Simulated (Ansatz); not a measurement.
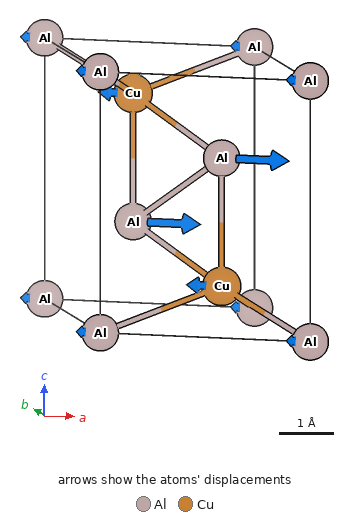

Lattice vibrations of a crystal of Al3Cu2, at the zone centre. The optical levels lie at 126 (×2), 157, 189, 205 (×2), 277 (×2), 327 (×2), 329, 362 cm⁻¹. One mode is drawn. The blue arrows give the relative displacements of the atoms. The picture is a ball-and-stick view of the cell of the calculation, seen slightly off an axis.

Theory: DFT LDA, scalar-relativistic, plane waves, PAW in Ansatz. (plane-wave cutoff 420 eV; k-point mesh 12 × 12 × 8; occupations fermi dirac; smearing width 0.15 eV; no spin polarisation)

The frequencies depend somewhat on the k-mesh and the smearing.

> Which of these frequencies is the drawn mode's?

The level at 205 cm⁻¹. This is the E_u mode (doubly degenerate; one member of the set is drawn), optical level 4 of 8, counted from below, infrared-active by symmetry. The Al (2d) sublattice moves against the Cu and Al (1a) sublattices, along a; the kinetic energy is shared as Al 74 %, Cu 26 %. The crystal is a metal, so free carriers screen the infrared response.
